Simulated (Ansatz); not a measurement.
A series of calculations on HfSi$_{2}$

### Relaxation

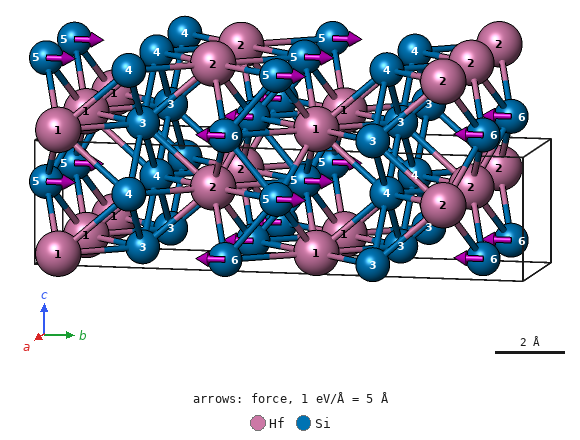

Starting geometry of solid HfSi₂ (set up in Cmcm) with the computed forces as purple arrows. Style: ball-and-stick. Shown: the conventional cell (2 times the calculation's cell), repeated 2 × 1 × 2 with one cell outlined, slightly off an axis. Lengths and directions refer to the drawn axes.

Theory: DFT LDA, scalar-relativistic, plane waves, PAW in Ansatz 0.2.0. Set-up: plane-wave cutoff 420 eV; k-point mesh 10 × 10 × 10; occupations gaussian; smearing width 0.1 eV; no spin polarisation; cell and atoms relaxed; force threshold 0.005 eV/Å; at most 80 steps.

> What follows when this structure is relaxed?

It isn't relaxed: the largest force vector, on Si atoms, is 0.18 eV/Å. The atoms end up moving mostly along the starting forces (cosine between the two patterns 0.92). The largest moves relative to the cell, 0.033 Å, are those of Si5 and Si6. Si5 goes along +b. Largest moves by element: Si 0.033 Å, Hf 0.015 Å. The drawn cell changes as follows: a 3.647 → 3.620 Å (−0.7 %), b 14.592 → 14.242 Å (−2.4 %), c 3.649 → 3.612 Å (−1.0 %); the volume changes by −4.1 %. Some distances before and after: Hf1–Hf2 3.585 → 3.486 Å, Hf1–Si5 2.692 → 2.653 Å, Hf1–Si4 2.788 → 2.748 Å, Hf1–Si6 2.946 → 2.908 Å. The space group stays Cmcm (No. 63). The energy falls by 12.5 meV per atom in 5 accepted moves (6 points after the start). Largest force component: 0.18 eV/Å at the start, 0.00064 eV/Å at the end. The pressure goes from −5.24 to −0.01 GPa. The SCF was repeated once at an unchanged geometry on a basis and grid sized afresh for the cell, which shifted the energy by 0.1 meV per atom at most.

### Relaxation

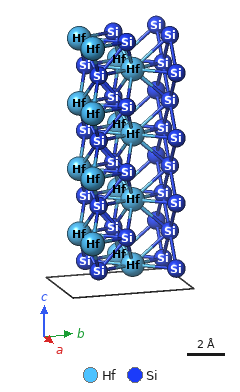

A slab of composition HfSi2 (cut from the Cmcm phase), before the relaxation. A ball-and-stick model of the 2 × 1 repeat of the cell, outlined in the plane, without the vacuum (origin shifted), seen slightly off an axis.

Case: (0 0 1) slab, atoms relaxed. The slab is the (0 0 1) face of HfSi2.

Level of theory: DFT LDA, scalar-relativistic, plane waves, PAW in Ansatz 0.2.0.

The input:
```yaml
crystal:
  lattice:
    - [3.6203540445, 0.0, 0.0]
    - [-1.8101770223, 7.1208537466, 0.0]
    - [0.0, 0.0, 27.6409559836]
  atoms:
    - { symbol: Hf, position: [0.1047018023, 0.2094036047, 0.2713364908] }
    - { symbol: Si, position: [0.7498198621, 0.4996397242, 0.2713364908] }
    - { symbol: Si, position: [0.4448858157, 0.8897716314, 0.2713364908] }
    - { symbol: Hf, position: [0.8952981977, 0.7905963953, 0.336668922] }
    - { symbol: Si, position: [0.2501801379, 0.5003602758, 0.336668922] }
    - { symbol: Si, position: [0.5551141843, 0.1102283686, 0.336668922] }
    - { symbol: Hf, position: [0.1047018023, 0.2094036047, 0.4020013532] }
    - { symbol: Si, position: [0.7498198621, 0.4996397242, 0.4020013532] }
    - { symbol: Si, position: [0.4448858157, 0.8897716314, 0.4020013532] }
    - { symbol: Hf, position: [0.8952981977, 0.7905963953, 0.4673337844] }
    - { symbol: Si, position: [0.2501801379, 0.5003602758, 0.4673337844] }
    - { symbol: Si, position: [0.5551141843, 0.1102283686, 0.4673337844] }
    - { symbol: Hf, position: [0.1047018023, 0.2094036047, 0.5326662156] }
    - { symbol: Si, position: [0.7498198621, 0.4996397242, 0.5326662156] }
    - { symbol: Si, position: [0.4448858157, 0.8897716314, 0.5326662156] }
    - { symbol: Hf, position: [0.8952981977, 0.7905963953, 0.5979986468] }
    - { symbol: Si, position: [0.2501801379, 0.5003602758, 0.5979986468] }
    - { symbol: Si, position: [0.5551141843, 0.1102283686, 0.5979986468] }
    - { symbol: Hf, position: [0.1047018023, 0.2094036047, 0.663331078] }
    - { symbol: Si, position: [0.7498198621, 0.4996397242, 0.663331078] }
    - { symbol: Si, position: [0.4448858157, 0.8897716314, 0.663331078] }
    - { symbol: Hf, position: [0.8952981977, 0.7905963953, 0.7286635092] }
    - { symbol: Si, position: [0.2501801379, 0.5003602758, 0.7286635092] }
    - { symbol: Si, position: [0.5551141843, 0.1102283686, 0.7286635092] }
basis:
  ecutwfc: 420
kpoints:
  mp_grid: { grid: [10, 5, 1] }
hamiltonian:
  xc: lda
scf:
  occupations: { method: gaussian, width: 0.1 }
output:
  forces: true
  eigenvalues: true
relax:
  adjacent_minimum: "off"
  f_tol: 0.02
  max_steps: 60
efield:
  axis: 3
  dipole_correction: true
  ramp_width: 0.04
```

Launched with:
```bash
ansatz run input.yaml --threads 4 --pin off --max-ram 8192MiB --backend cpu --events-out ev --progress --plain --runs-dir out
```

### What does the optimiser find from here?

Over 5 geometry steps the energy falls by 0.555 eV per cell of the calculation. The largest force component goes from 1.1 to 0.0066 eV/Å. The largest moves relative to the layer's centre, 0.25 Å, are those of Si3 and Si24. Si24 goes at 60° to the normal (+c side). By element the largest moves are Si 0.25 Å, Hf 0.09 Å. The cell stays as it was. Among the contacts that change: Hf1–Si3 2.908 → 2.727 Å, Hf19–Hf22 3.486 → 3.353 Å, Hf19–Si24 2.653 → 2.749 Å, Si20–Si23 2.557 → 2.469 Å. Bond angles that change, for instance: Hf1–Si3–Hf1 77.0° → 83.2°, Si5–Si2–Si5 90.1° → 94.3°, Hf4–Si3–Hf4 86.1° → 82.4°. Cost: 6.9 min on 4 threads of Intel(R) Xeon(R) 6975P-C (Granite Rapids), on a shared host, peak memory 3.7 GiB.

History of the run:

```tsv
step	E − E(0), meV/atom	largest force component, eV/Å
0	0.00	1.0788
1	-17.65	0.6678
2	-18.45	0.6225
3	-22.98	0.0644
4	-23.10	0.0225
5	-23.11	0.0066
```

The end point in the same view:

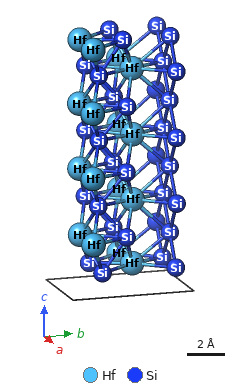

### A change

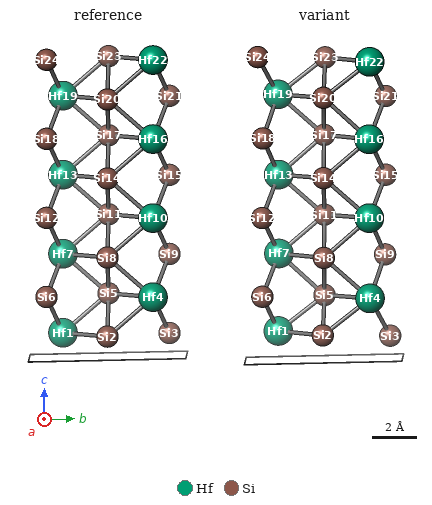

Left: a (0 0 1) slab of HfSi2 as cut from the relaxed bulk. Right: the same structure after one change, at the same scale. Style: ball-and-stick. Shown: the cell of the calculation, outlined in the plane, without the vacuum, from a free direction.

Level of theory: Ansatz 0.2.0, DFT LDA, scalar-relativistic, plane waves, PAW. Set-up: plane-wave cutoff 420 eV; occupations gaussian; smearing width 0.1 eV; no spin polarisation. The k-mesh is chosen for each cell (10×5×10, 10×5×1).

The atoms of the slab are relaxed at the bulk's in-plane cell.

And its effect?

Answer. The surface energy (mean of the two faces) falls from 1.95 to 1.77 J/m². The top spacing, between the HfSi2 and HfSi2 planes, goes from 1.81 to 1.76 Å (−2.5 %), the bottom one (HfSi2 to HfSi2) from 1.81 to 1.76 Å (−2.5 %). The top plane rumples by 0.20 Å. The lattice vectors keep their values. The largest moves relative to the layer's centre, 0.25 Å, are those of Si3 and Si24. Si3 goes at 60° to the normal (−c side). Largest moves by element: Si 0.25 Å, Hf 0.09 Å. Among the bonded contacts that change: Hf–Si 2.908 → 2.727 to 2.918 Å, Hf–Si 2.653 → 2.597 to 2.749 Å, Si–Si 2.557 → 2.469 to 2.599 Å, Hf–Si 2.748 → 2.673 to 2.808 Å.
